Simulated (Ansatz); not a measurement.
Run report: HfO2, geometry relaxation (part 1 of 2)

The run: geometry relaxation of HfO2 (12 atoms in the cell). Method and program: DFT PBE, scalar-relativistic, plane waves, PAW, no spin polarisation (Ansatz 0.2.0).

The structure derives from an entry of the Crystallography Open Database. It belongs to a series of runs on one base structure; here: film's bulk on the substrate's plane, third vector and atoms relaxed.

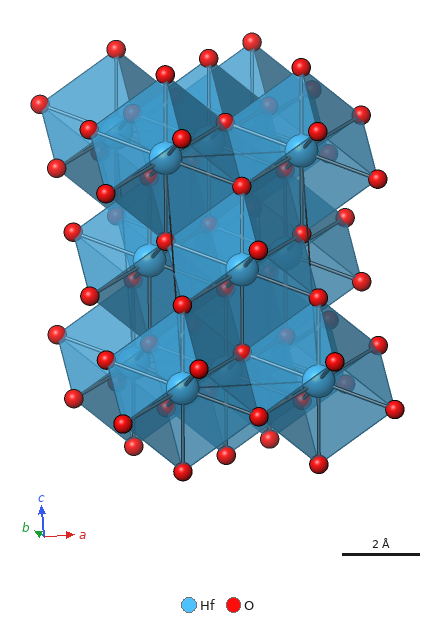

The structure as given in the input (polyhedral view of the reduced cell, seen slightly off an axis; polyhedra are completed across the faces of the cell). An atom can appear more than once, as a periodic image.

## The input
```yaml
crystal:
  lattice:
    - [7.0558403794, 0.0, 0.0]
    - [-3.5279201897, 6.1105370136, 0.0]
    - [-1.7639600949, 1.0184228356, 3.0199913002]
  atoms:
    - { symbol: Hf, position: [0.0, 0.5, 0.0] }
    - { symbol: Hf, position: [0.5, 0.5, 0.0] }
    - { symbol: Hf, position: [0.0, 0.0, 0.0] }
    - { symbol: Hf, position: [0.5, 0.0, 0.0] }
    - { symbol: O, position: [0.125, 0.375, 0.75] }
    - { symbol: O, position: [0.625, 0.375, 0.75] }
    - { symbol: O, position: [0.125, 0.875, 0.75] }
    - { symbol: O, position: [0.625, 0.875, 0.75] }
    - { symbol: O, position: [0.375, 0.125, 0.25] }
    - { symbol: O, position: [0.875, 0.125, 0.25] }
    - { symbol: O, position: [0.375, 0.625, 0.25] }
    - { symbol: O, position: [0.875, 0.625, 0.25] }
basis:
  ecutwfc: 420
kpoints:
  mp_grid: { grid: [6, 6, 11] }
hamiltonian:
  xc: pbe
scf:
  occupations: { method: gaussian, width: 0.1 }
output:
  forces: true
  stress: true
  eigenvalues: true
relax:
  adjacent_minimum: "off"
  f_tol: 0.01
  max_steps: 50
  cell: { fix: [a, b, gamma], stress_tol: 0.1 }
```

Launched with:
```bash
ansatz run input.yaml --threads 8 --pin off --max-ram 20480MiB --backend cpu --events-out ev --progress --plain --runs-dir out
```

## Output
```
Engine: ansatz 0.2.0, aarch64-unknown-linux-gnu
Pseudopotentials: kind: paw
Pseudopotential: Hf, paw, valence charge 26, recommended cutoff 420 eV (normal), Hf.paw.azcp
Pseudopotential: O, paw, valence charge 6, recommended cutoff 420 eV (normal), O.paw.azcp
Functional definition: PBE
  parameter kappa = 0.804
  parameter beta = 0.06672455060314922
  exchange = pbe_x(kappa = kappa, mu = beta*pi^2/3)
  correlation = pbe_c(beta = beta)
Crystal: 12 atoms, lattice volume = 130.207 Å³
Basis set: ecut = 420 eV, 2535 PW (Γ), exchange–correlation on 96×96×50 points (8 copies of the dense FFT grid, shifted against one another)
Bands: 92, of which v1, the nominal top of the filled ones, is band 76 counted from 1 (75 counted from 0)
Symmetry: 16 space group operations
Space group: R-3m (ITA 166), of the structure as read, at distance tolerance 5.1e-5 Å
k-points: 118 of 396
Non-local potential: Hf, projectors of the file, l = 0: 3, l = 1: 2, l = 2: 2, l = 3: 3
Non-local potential: O, projectors of the file, l = 0: 2, l = 1: 2, l = 2: 1
PAW form: soft (Blöchl's): semilocal exchange-correlation on the pseudo side does not see the compensation charge
PAW one-centre angular grid: Hf, 590 points (default); XC on 64 Gauss nodes
PAW one-centre angular grid: O, 110 points (default); XC on 64 Gauss nodes
Initial density: superposition of atomic densities (neutral atoms: chi_scale 0, normalization atom), corrected by the library's trained network
Initial wavefunctions: pseudopotential atomic-orbital guess
Functional: x = pbe(κ = 0.804, μ = 0.2195149727645171), c = pbe(β = 0.06672455060314922)
SCF iter   1: F=—  HF=-67445.500010 eV  |F-HF|=—  |Δ(HF+E_count)|=         —  Δρ=2.30e-3  dr2=4.62e-3  ethr=1.77e-3  ⟨swp⟩=5.0  Hψ=33773  notcnv=0  defer=25
preconditioner: auto → Resta (q_TF=auto, 2.800 Å⁻¹)  ε∞=5.6  [insulator: Δε(μ)=3.825 eV  Ē_g=18.233 eV  σ=0.100 eV  W_gap=1.00  n_scr=52 (ndim 8)  ℏωp=39.1 eV  f_vac=0.064  D(μ)=0.00/eV (n_scr^D=0)  ε∞_Penn≈5.6]
SCF iter   2: F=—  HF=-67445.501615 eV  |F-HF|=—  |Δ(HF+E_count)|=   1.61e-3  Δρ=1.07e-3  dr2=6.99e-4  ethr=3.04e-6  ⟨swp⟩=2.0  Hψ=20278  notcnv=0  defer=37
SCF iter   3: F=—  HF=-67445.502631 eV  |F-HF|=—  |Δ(HF+E_count)|=   1.02e-3  Δρ=6.01e-4  dr2=3.12e-4  ethr=4.60e-7  ⟨swp⟩=3.0  Hψ=19975  notcnv=0  defer=37
SCF iter   4: F=—  HF=-67445.503193 eV  |F-HF|=—  |Δ(HF+E_count)|=   5.61e-4  Δρ=1.48e-4  dr2=3.59e-5  ethr=2.05e-7  ⟨swp⟩=2.0  Hψ=18869  notcnv=0  defer=37
SCF iter   5: F=—  HF=-67445.503230 eV  |F-HF|=—  |Δ(HF+E_count)|=   3.71e-5  Δρ=8.70e-5  dr2=8.97e-6  ethr=2.36e-8  ⟨swp⟩=2.0  Hψ=18445  notcnv=0  defer=37
SCF iter   6: F=—  HF=-67445.503244 eV  |F-HF|=—  |Δ(HF+E_count)|=   1.47e-5  Δρ=2.34e-5  dr2=8.52e-7  ethr=5.90e-9  ⟨swp⟩=2.0  Hψ=16714  notcnv=0  defer=37
SCF iter   7: F=-67445.503246 eV  HF=-67445.503246 eV  |F-HF|=1.84e-8  |Δ(HF+E_count)|=   1.27e-6  Δρ=3.49e-6  dr2=8.08e-9  ethr=6.58e-11  ⟨swp⟩=7.3  Hψ=52236  notcnv=0
SCF 1 converged in 7 iterations: F = -67445.503246 eV  dr2 = 8.08e-9
  greatest PAW one-centre occupation: 0.999 electrons in one spin orbital (limit 2), on the Hf atom at site 3 (counted from 0), in its partial waves of l = 3
relax step   1: F+E_penalty+E_count = -67445.50324575 eV  Δ(F+E_penalty+E_count) = +0.000e0 eV  max|allowed force component| = 3.448e-1 eV/Å  Δτ_max = 0.0000 Å  P = +5.029 GPa  Ω = 130.207 Å³  fix = [a, b, gamma]  reactions: a +7.657, b +7.657 GPa; gamma -4.421 GPa/rad  (7 SCF iters, dr2 threshold 1.00e-7 eV, accepted)
Crystal: 12 atoms, lattice volume = 130.883 Å³
Basis set: ecut = 420 eV, 2565 PW (Γ), exchange–correlation on 96×96×50 points (8 copies of the dense FFT grid, shifted against one another)
Initial density: handed on by an earlier stage of this run
Initial wavefunctions: those handed on with the density
iter 1 solved again at ethr=3.04e-6 eV; its pass at ethr=3.10e-3 eV (dr2=4.61e-3 eV) is discarded
SCF iter   1: F=—  HF=-67445.521469 eV  |F-HF|=—  |Δ(HF+E_count)|=         —  Δρ=2.17e-3  dr2=3.99e-3  ethr=3.04e-6  ⟨swp⟩=2.1  Hψ=46647  notcnv=0
preconditioner: auto → Resta (q_TF=auto, 2.797 Å⁻¹)  ε∞=5.6  [insulator: Δε(μ)=3.781 eV  Ē_g=18.211 eV  σ=0.100 eV  W_gap=1.00  n_scr=52 (ndim 8)  ℏωp=38.9 eV  f_vac=0.066  D(μ)=0.00/eV (n_scr^D=0)  ε∞_Penn≈5.6]
SCF iter   2: F=—  HF=-67445.521233 eV  |F-HF|=—  |Δ(HF+E_count)|=   2.36e-4  Δρ=1.18e-3  dr2=1.36e-3  ethr=2.63e-6  ⟨swp⟩=2.0  Hψ=12207  notcnv=0
SCF iter   3: F=—  HF=-67445.521212 eV  |F-HF|=—  |Δ(HF+E_count)|=   2.11e-5  Δρ=4.83e-4  dr2=2.64e-4  ethr=8.96e-7  ⟨swp⟩=2.0  Hψ=13291  notcnv=0
SCF iter   4: F=—  HF=-67445.521244 eV  |F-HF|=—  |Δ(HF+E_count)|=   3.21e-5  Δρ=8.55e-5  dr2=7.10e-6  ethr=1.74e-7  ⟨swp⟩=2.0  Hψ=17936  notcnv=0
SCF iter   5: F=—  HF=-67445.521253 eV  |F-HF|=—  |Δ(HF+E_count)|=   9.86e-6  Δρ=3.44e-5  dr2=1.25e-6  ethr=7.89e-10  ⟨swp⟩=7.2  Hψ=49190  notcnv=0
SCF iter   6: F=-67445.521253 eV  HF=-67445.521253 eV  |F-HF|=1.78e-7  |Δ(HF+E_count)|=   6.28e-7  Δρ=1.28e-5  dr2=2.17e-7  ethr=7.89e-10  ⟨swp⟩=5.9  Hψ=43658  notcnv=0
the search or the solves at the SCF's close seem to have found levels that the self-consistency loop had missed (the run counts 1). By its estimate they hold under 1e-12 electrons; where the run keeps them, the occupations were computed again with them
SCF 2 converged in 6 iterations: F = -67445.521253 eV  dr2 = 2.17e-7
relax step   2: F+E_penalty+E_count = -67445.52125302 eV  Δ(F+E_penalty+E_count) = -1.801e-2 eV  max|allowed force component| = 9.215e-2 eV/Å  Δτ_max = 0.0241 Å  P = +3.190 GPa  Ω = 130.883 Å³  energy of the carried Pulay correction = -3.731e-3 eV  fix = [a, b, gamma]  reactions: a +5.349, b +5.349 GPa; gamma -3.087 GPa/rad  (6 SCF iters, dr2 threshold 1.20e-6 eV, accepted)
Crystal: 12 atoms, lattice volume = 130.498 Å³
Basis set: ecut = 420 eV, 2547 PW (Γ), exchange–correlation on 96×96×50 points (8 copies of the dense FFT grid, shifted against one another)
iter 1 solved again at ethr=3.18e-7 eV; its pass at ethr=3.10e-3 eV (dr2=4.83e-4 eV) is discarded
SCF iter   1: F=—  HF=-67445.527025 eV  |F-HF|=—  |Δ(HF+E_count)|=         —  Δρ=6.95e-4  dr2=3.83e-4  ethr=3.18e-7  ⟨swp⟩=3.0  Hψ=47415  notcnv=0
preconditioner: auto → Resta (q_TF=auto, 2.799 Å⁻¹)  ε∞=5.6  [insulator: Δε(μ)=3.798 eV  Ē_g=18.231 eV  σ=0.100 eV  W_gap=1.00  n_scr=52 (ndim 8)  ℏωp=39.0 eV  f_vac=0.065  D(μ)=0.00/eV (n_scr^D=0)  ε∞_Penn≈5.6]
SCF iter   2: F=—  HF=-67445.527062 eV  |F-HF|=—  |Δ(HF+E_count)|=   3.75e-5  Δρ=3.26e-4  dr2=9.93e-5  ethr=2.52e-7  ⟨swp⟩=2.0  Hψ=16561  notcnv=0
SCF iter   3: F=—  HF=-67445.527067 eV  |F-HF|=—  |Δ(HF+E_count)|=   4.88e-6  Δρ=1.45e-4  dr2=2.56e-5  ethr=6.53e-8  ⟨swp⟩=2.0  Hψ=11740  notcnv=0
SCF iter   4: F=—  HF=-67445.527068 eV  |F-HF|=—  |Δ(HF+E_count)|=   7.03e-7  Δρ=2.77e-5  dr2=9.77e-7  ethr=7.89e-10  ⟨swp⟩=4.2  Hψ=46079  notcnv=0
SCF iter   5: F=-67445.527068 eV  HF=-67445.527069 eV  |F-HF|=5.52e-7  |Δ(HF+E_count)|=   1.09e-6  Δρ=2.20e-5  dr2=5.90e-7  ethr=6.43e-10  ⟨swp⟩=5.9  Hψ=44915  notcnv=0
SCF 3 converged in 5 iterations: F = -67445.527068 eV  dr2 = 5.90e-7
relax step   3: F+E_penalty+E_count = -67445.52706841 eV  Δ(F+E_penalty+E_count) = -5.815e-3 eV  max|allowed force component| = 9.164e-3 eV/Å  Δτ_max = 0.0058 Å  P = +4.047 GPa  Ω = 130.498 Å³  energy of the carried Pulay correction = -1.610e-3 eV  fix = [a, b, gamma]  reactions: a +6.237, b +6.237 GPa; gamma -3.600 GPa/rad  (5 SCF iters, dr2 threshold 1.20e-6 eV, accepted)
Crystal: 12 atoms, lattice volume = 130.386 Å³
Basis set: ecut = 420 eV, 2539 PW (Γ), exchange–correlation on 96×96×50 points (8 copies of the dense FFT grid, shifted against one another)
iter 1 solved again at ethr=2.18e-8 eV; its pass at ethr=3.10e-3 eV (dr2=3.32e-5 eV) is discarded
SCF iter   1: F=—  HF=-67445.527757 eV  |F-HF|=—  |Δ(HF+E_count)|=         —  Δρ=1.66e-4  dr2=3.17e-5  ethr=2.18e-8  ⟨swp⟩=3.0  Hψ=46610  notcnv=0
preconditioner: auto → Resta (q_TF=auto, 2.799 Å⁻¹)  ε∞=5.6  [insulator: Δε(μ)=3.797 eV  Ē_g=18.234 eV  σ=0.100 eV  W_gap=1.00  n_scr=52 (ndim 8)  ℏωp=39.0 eV  f_vac=0.065  D(μ)=0.00/eV (n_scr^D=0)  ε∞_Penn≈5.6]
SCF iter   2: F=—  HF=-67445.527827 eV  |F-HF|=—  |Δ(HF+E_count)|=   6.98e-5  Δρ=8.04e-5  dr2=9.44e-6  ethr=2.09e-8  ⟨swp⟩=2.0  Hψ=13678  notcnv=0
SCF iter   3: F=—  HF=-67445.527826 eV  |F-HF|=—  |Δ(HF+E_count)|=   1.17e-6  Δρ=3.91e-5  dr2=2.19e-6  ethr=6.21e-9  ⟨swp⟩=2.6  Hψ=18738  notcnv=0
SCF iter   4: F=-67445.527826 eV  HF=-67445.527826 eV  |F-HF|=7.54e-9  |Δ(HF+E_count)|=   5.33e-8  Δρ=1.05e-5  dr2=1.80e-7  ethr=1.83e-10  ⟨swp⟩=3.6  Hψ=44668  notcnv=0
SCF 4 converged in 4 iterations: F = -67445.527826 eV  dr2 = 1.80e-7
relax step   4: F+E_penalty+E_count = -67445.52782558 eV  Δ(F+E_penalty+E_count) = -7.572e-4 eV  max|allowed force component| = 1.020e-3 eV/Å  Δτ_max = 0.0003 Å  P = +4.261 GPa  Ω = 130.386 Å³  energy of the carried Pulay correction = -9.923e-4 eV  fix = [a, b, gamma]  reactions: a +6.407, b +6.407 GPa; gamma -3.698 GPa/rad  (4 SCF iters, dr2 threshold 2.78e-7 eV, accepted)
Initial wavefunctions: pseudopotential atomic-orbital guess (no wavefunctions were taken with the density)
iter 1 solved again at ethr=2.73e-8 eV; its pass at ethr=3.10e-3 eV (dr2=4.15e-5 eV) is discarded
SCF iter   1: F=—  HF=-67445.528679 eV  |F-HF|=—  |Δ(HF+E_count)|=         —  Δρ=7.50e-5  dr2=4.05e-7  ethr=2.73e-8  ⟨swp⟩=4.0  Hψ=65362  notcnv=0
SCF iter   2: F=—  HF=-67445.528807 eV  |F-HF|=—  |Δ(HF+E_count)|=   1.29e-4  Δρ=3.80e-5  dr2=1.33e-7  ethr=2.67e-10  ⟨swp⟩=2.1  Hψ=19905  notcnv=0
SCF iter   3: F=—  HF=-67445.528823 eV  |F-HF|=—  |Δ(HF+E_count)|=   1.56e-5  Δρ=1.49e-5  dr2=4.81e-8  ethr=8.74e-11  ⟨swp⟩=2.0  Hψ=15606  notcnv=0
SCF iter   4: F=—  HF=-67445.528825 eV  |F-HF|=—  |Δ(HF+E_count)|=   2.56e-6  Δρ=3.33e-6  dr2=9.98e-9  ethr=3.16e-11  ⟨swp⟩=2.5  Hψ=20594  notcnv=0
SCF iter   5: F=—  HF=-67445.528825 eV  |F-HF|=—  |Δ(HF+E_count)|=   2.44e-8  Δρ=2.52e-6  dr2=1.98e-9  ethr=6.56e-12  ⟨swp⟩=2.0  Hψ=17921  notcnv=0
SCF iter   6: F=-67445.528825 eV  HF=-67445.528825 eV  |F-HF|=1.46e-11  |Δ(HF+E_count)|=   6.81e-8  Δρ=3.95e-7  dr2=1.24e-10  ethr=1.00e-12  ⟨swp⟩=3.6  Hψ=42135  notcnv=0
SCF 5 converged in 6 iterations: F = -67445.528825 eV  dr2 = 1.24e-10
relax step   5: F+E_penalty+E_count = -67445.52882546 eV  Δ(F+E_penalty+E_count) = -9.999e-4 eV  max|allowed force component| = 1.136e-3 eV/Å  Δτ_max = 0.0000 Å  P = +4.274 GPa  Ω = 130.386 Å³  fix = [a, b, gamma]  reactions: a +6.426, b +6.426 GPa; gamma -3.710 GPa/rad  stress off target by 3.18e-2 GPa on what of the cell is left free  SCF on the basis re-selected at this cell (its energy is not comparable with the rows above)  (6 SCF iters)
```

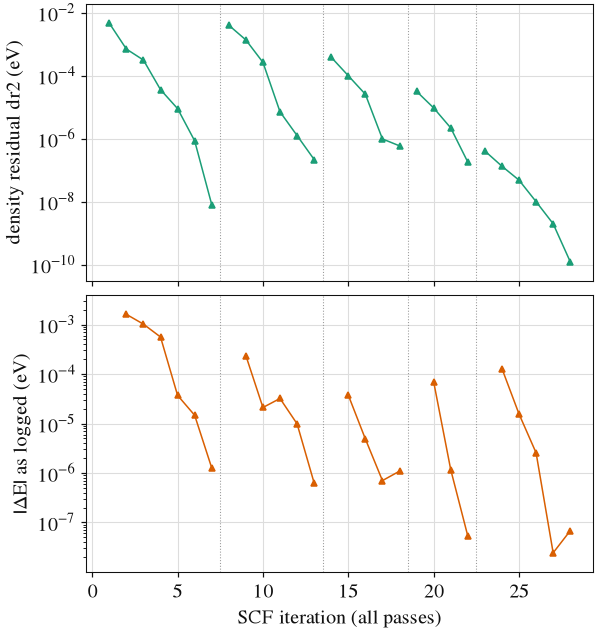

Convergence of the self-consistent field: density residual dr2 and size of the energy change against the SCF iteration. The dotted lines part the SCF passes of the relaxation: geometry steps, rejected trials and re-solves on a re-selected basis. The 5 passes take 4 to 7 iterations each, 28 in all.

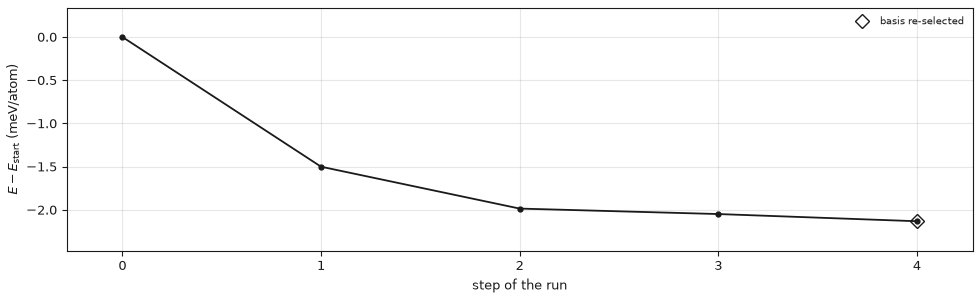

Progress of the relaxation, step by step (the first geometry is step 0 here and step 1 in the log).

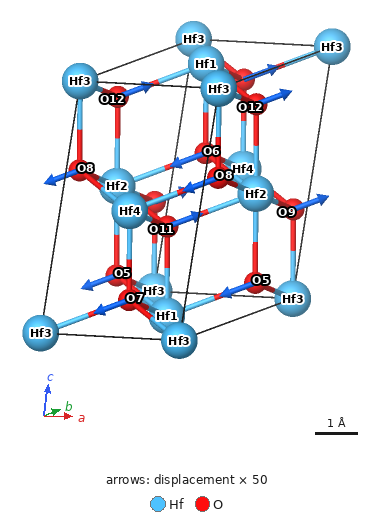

The starting structure with the displacements as blue arrows, magnified 50 times (ball-and-stick view of the reduced cell, seen slightly off an axis). After 3 geometry steps the energy has fallen by 2.0 meV per atom. The largest force component goes from 0.34 to 0.0011 eV/Å. The pressure goes from 5.03 to 4.27 GPa. The largest moves relative to the cell, 0.019 Å, are those of 8 atoms (O5, O6, O7, O8 and others). Hf stays in place. The drawn cell changes as follows: a 3.643 → 3.646 Å (+0.1 %), b = c 6.178 → 6.180 Å (0.0 %); the volume changes by +0.1 %. Among the contacts that change: Hf1–O12 2.265 → 2.250 Å, Hf1–O10 2.172 → 2.179 Å. The space group stays R-3m (No. 166). A last SCF at the same geometry on a re-selected plane-wave basis shifts the energy by −0.1 meV per atom. (Atoms are counted from 1 in the order of the input.)

```
basis re-selected at this cell: Δ(F+E_penalty+E_count) = -9.999e-4 eV, ΔP = +0.013 GPa vs the last step (what re-selecting the basis moved, of the pressure what is left beyond the Pulay correction that the steps carried, after the strain that the cell walked since its last selection, with what the two solves' SCF thresholds leave and, on support functions, any second-order correction that the steps lacked; it is no measure of the basis error at this ecutwfc). This SCF's stress stands 3.18e-2 GPa from its target on what of the cell is left free (relax.cell.stress_tol is 1.00e-1 GPa) and its largest allowed force component is 1.14e-3 eV/Å (relax.f_tol is 1.00e-2 eV/Å): within both
SCF converged after 6 iterations
Free energy (F): -67445.528825 eV
Harris-Foulkes:  -67445.528825 eV  (|F-HF|=1.46e-11)
Internal energy: -67445.528825 eV  (E = F + TS)
E sigma→0 (E₀):  -67445.528825 eV
Fermi energy:    17.936614 eV
```
